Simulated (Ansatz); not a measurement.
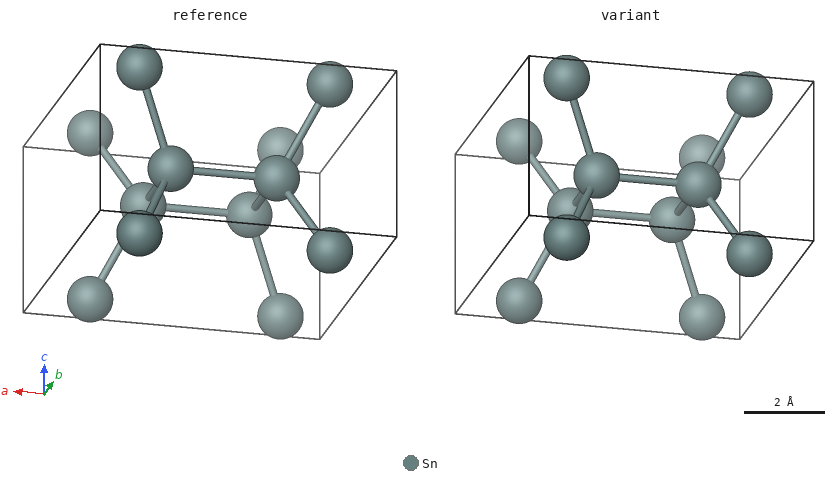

Left: a symmetric starting cell of Sn (made from another compound by putting Sn in place of Si). Right: the same structure after one change, at the same scale. Style: ball-and-stick. Shown: the conventional cell (2 times the calculation's cell), from a free direction. Lengths and directions refer to the drawn axes.

The calculation used DFT PBE, scalar-relativistic, plane waves, PAW (Ansatz 0.2.0). Set-up: plane-wave cutoff 420 eV; k-point mesh 12 × 12 × 12; occupations gaussian; smearing width 0.1 eV; no spin polarisation.

> Which change leads from the left to the right?

All lengths are scaled by −4.0 % (volume −11.4 %), the atoms keeping their fractional coordinates. No relaxation follows. The starting cell wasn't computed here and needn't be at equilibrium, so pressure and forces aren't due to the change alone.

> How do the computed properties respond?

The pressure is 21.2 GPa (not all of it need come from the change, since the unchanged cell can be under pressure at this level too). The principal stresses (compression positive) are 22.1 GPa along c and 20.8 GPa across it. The largest forces, 0.35 eV/Å, act on 4 Sn atoms of the calculation's cell. Near-neighbour distances before and after: Sn–Sn 2.738 → 2.630 Å, Sn–Sn 2.698 → 2.590 Å. The space group stays I4/mmm (No. 139).
